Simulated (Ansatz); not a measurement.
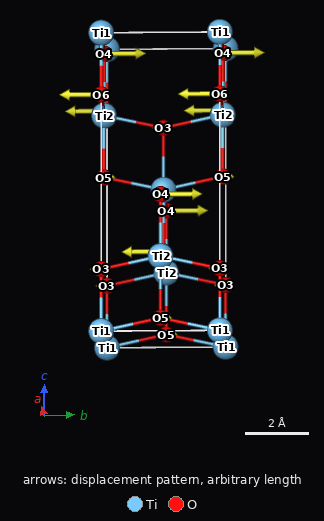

One vibrational mode of solid TiO2 at the zone centre. The yellow arrows are the displacements of the atoms (eigenvector over the root of the mass), of arbitrary overall length and sign. Style: ball-and-stick. Shown: the conventional cell (2 times the calculation's cell), from a free direction. Lengths and directions refer to the drawn axes.

These are results of DFT r2SCAN, scalar-relativistic, plane waves, PAW (Ansatz 0.2.0), not measurements.

Input file:
```yaml
crystal:
  lattice:
    - [-1.8889722131, 1.8889722131, 4.7913989082]
    - [1.8889722131, -1.8889722131, 4.7913989082]
    - [1.8889722131, 1.8889722131, -4.7913989082]
  atoms:
    - { symbol: Ti, position: [0.0, 0.0, 0.0] }
    - { symbol: Ti, position: [0.75, 0.25, 0.5] }
    - { symbol: O, position: [0.2073045411, 0.2073045411, 0.0] }
    - { symbol: O, position: [0.9573045411, 0.4573045411, 0.5] }
    - { symbol: O, position: [0.5426954589, 0.0426954589, 0.5] }
    - { symbol: O, position: [0.7926954589, 0.7926954589, 0.0] }
basis:
  ecutwfc: 500
kpoints:
  mp_grid: { grid: [8, 8, 8] }
hamiltonian:
  xc: r2scan
scf:
  occupations: { method: gaussian, width: 0.05 }
output:
  eigenvalues: true
phonons:
  method: fd
  supercell: [1, 1, 1]
  amplitude: 0.02
  eigenvectors: true
  dielectric: false
```

Command:
```bash
ansatz run input.yaml --threads 2 --pin off --max-ram 5120MiB --backend cpu --events-out ev --progress --plain --runs-dir out
```

Frequencies are those without the non-analytic (LO–TO) term.

Give the symmetry, activity and frequency of this mode.

This is the E_g mode (doubly degenerate; one member of the set is drawn) at 184 cm⁻¹, optical level 2 of 10, counted from below, Raman-active by symmetry. The Ti atoms hardly move; all motion is along b; atoms of one kind move against one another, with no net shift of their sublattice; it mainly bends the O–Ti bonds.
